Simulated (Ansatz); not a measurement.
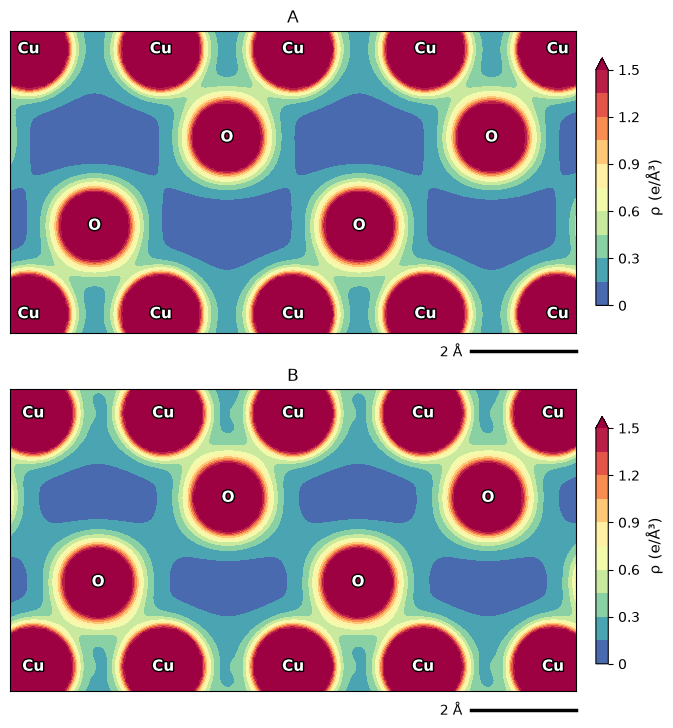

CuO. The valence electron density of two cells that differ in size and shape, on the (110) plane of each (indices in the axes of the calculation cell), at one length scale and on one colour scale: A has 9.1 Å³ an atom and B 8.2.

Theory: Ansatz 0.2.0, Kohn-Sham DFT of a periodic cell, PBEsol, Ansatz PAW.

Core electrons are frozen (PAW), and the valence fields are smoothed inside the atomic spheres.

The larger cell:

```yaml
crystal:
  lattice:
    - [2.90015, 0.00000, 0.00000]
    - [-1.45008, 2.51161, 0.00000]
    - [0.00000, 0.00000, 5.01758]
  atoms:
    - { symbol: Cu, position: [0.00000, 0.00000, 0.00000] }
    - { symbol: Cu, position: [0.00000, 0.00000, 0.50000] }
    - { symbol: O, position: [0.33333, 0.66667, 0.25000] }
    - { symbol: O, position: [0.66667, 0.33333, 0.75000] }
```

The smaller cell: a = 2.774 Å, b = 2.774 Å, c = 4.928 Å, α = 90.00°, β = 90.00°, γ = 120.00°.

### What changes from the larger cell to the smaller?

From the larger cell to the smaller, Cu–O goes from 2.09 to 2.02 Å, and the density at its midpoint from 0.47 to 0.55 e/Å³; the pressure goes from 2.0 to 30 GPa.
